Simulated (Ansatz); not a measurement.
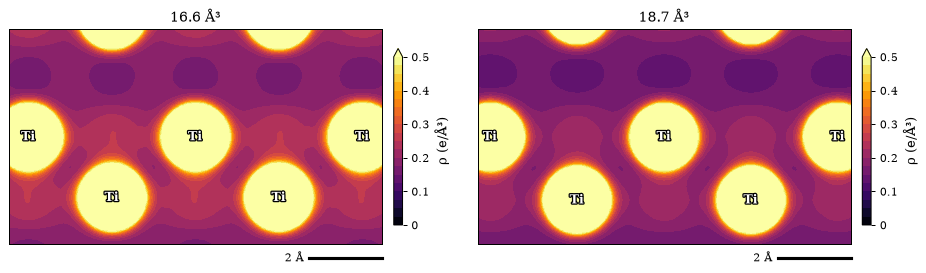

Ti. The valence pseudo-density of cells scaled evenly to different volumes (given per atom above each panel), on the (110) plane of each (indices in the axes of the cell below), at one length scale and on one colour scale.

Level of theory: Kohn-Sham DFT of a periodic cell, r2SCAN, Ansatz PAW in Ansatz 0.2.0.

The largest cell:

```yaml
crystal:
  lattice:
    - [3.00786, 0.00000, 0.00000]
    - [-1.50393, 2.60488, 0.00000]
    - [0.00000, 0.00000, 4.77179]
  atoms:
    - { symbol: Ti, position: [0.66667, 0.33333, 0.75000] }
    - { symbol: Ti, position: [0.33333, 0.66667, 0.25000] }
```

| volume (Å³/atom) | Ti–Ti contact in the plane (Å) | ρ at its midpoint (e/Å³) | pressure (GPa) | 
| --- | --- | --- | --- |
| 16.58 | 2.835 | 0.199 | 5.5 | 
| 18.34 | 2.932 | ? | ? | 
| 18.69 | 2.951 | 0.174 | −7.9 | 

Q: What values belong in the row with question marks?

A: Over the known rows ln ρ falls by 1.16 per Å of Ti–Ti distance (the line through the two), which gives 0.178 e/Å³ at 2.932 Å; the calculation gives 0.178 e/Å³. For the pressure, a straight line in volume between the neighbouring rows gives −5.7 GPa; the calculation gives −6.1, lower because pressure rises ever faster on compression.
